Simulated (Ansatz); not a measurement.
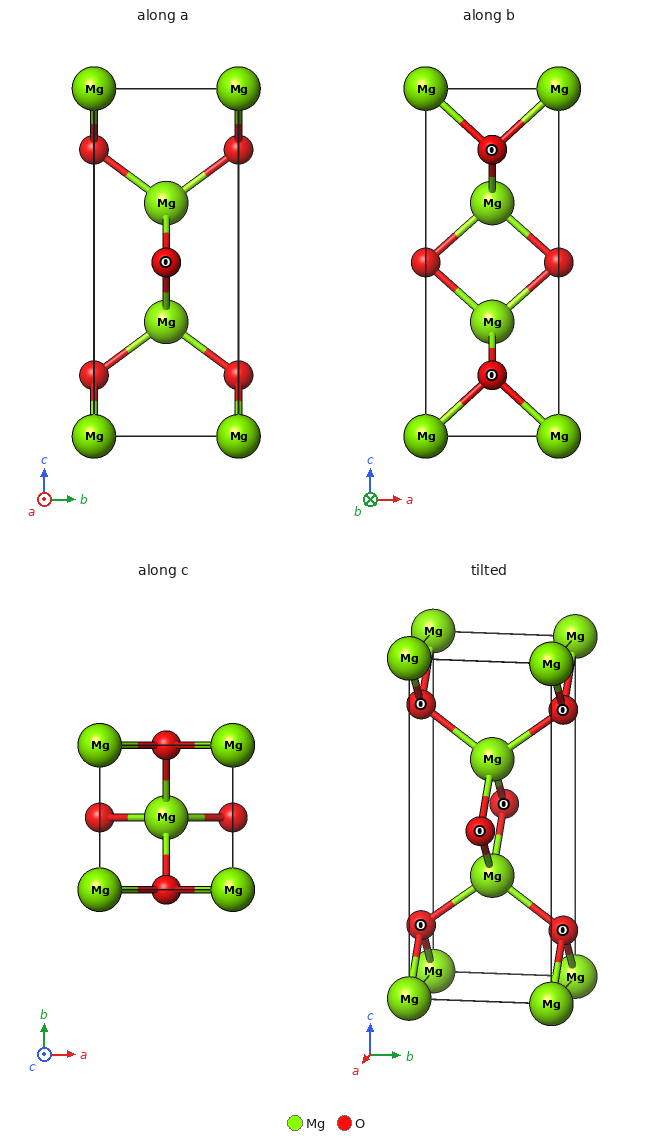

Crystal structure, ball-and-stick style, seen along the a axis, along the b axis, along the c axis and slightly off an axis. Lines trace the edges of the conventional unit cell.

Lattice parameters: a = 2.9792 Å, b = 3.2338 Å, c = 7.7815 Å, α = 90.000°, β = 90.000°, γ = 90.000°.

> Reconstruct the structure as a CIF in P1 with every atom of the cell, with free fractional coordinates to two decimals.

```cif
data_structure
_symmetry_space_group_name_H-M 'P 1'
_symmetry_Int_Tables_number 1
_cell_length_a 2.9792
_cell_length_b 3.2338
_cell_length_c 7.7815
_cell_angle_alpha 90.000
_cell_angle_beta 90.000
_cell_angle_gamma 90.000
_cell_volume 74.97
loop_
_atom_site_label
_atom_site_type_symbol
_atom_site_fract_x
_atom_site_fract_y
_atom_site_fract_z
_atom_site_occupancy
Mg1 Mg 0.50 0.50 0.67 1
Mg2 Mg 0.50 0.50 0.33 1
Mg3 Mg 0.00 0.00 0.00 1
O1 O 0.50 0.00 0.82 1
O2 O 0.00 0.50 0.50 1
O3 O 0.50 0.00 0.18 1
```

The cell started as a structure type filled with these elements by a generator (whether the compound takes this form wasn't checked). Relaxation method: DFT PBE, scalar-relativistic, plane waves, PAW (Ansatz).
